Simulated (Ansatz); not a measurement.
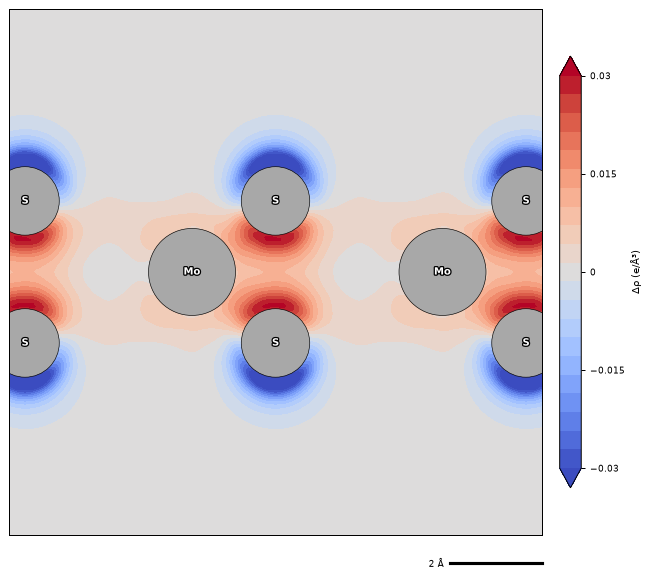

MoS₂. Difference of the valence pseudo-densities of two functionals at the same geometry, on the (110) plane of the calculation cell, a cut from vacuum to vacuum: one of PBE and PBEsol less the other.

Both computed with Ansatz (plane waves, PAW), on the same k-point mesh. Grey discs cover the atomic cores.

```cif
data_structure
_symmetry_space_group_name_H-M 'P 1'
_symmetry_Int_Tables_number 1
_cell_length_a 3.1600
_cell_length_b 3.1600
_cell_length_c 30.0600
_cell_angle_alpha 90.000
_cell_angle_beta 90.000
_cell_angle_gamma 120.000
_cell_volume 259.95
loop_
_atom_site_label
_atom_site_type_symbol
_atom_site_fract_x
_atom_site_fract_y
_atom_site_fract_z
_atom_site_occupancy
S1 S 0.66667 0.33333 0.29984 1
Mo1 Mo 0.33333 0.66667 0.35146 1
S2 S 0.66667 0.33333 0.40308 1
```

**Which was subtracted from which, and what does the map show?**

It is PBEsol less PBE. Against PBE, PBEsol gives less density around S (−0.005 e/Å³ on average at 0.9 Å from the nucleus), more density around Mo (+0.007 e/Å³ on average at 1.1 Å from the nucleus) and a change of +0.015 e/Å³ at the midpoint of Mo–S.
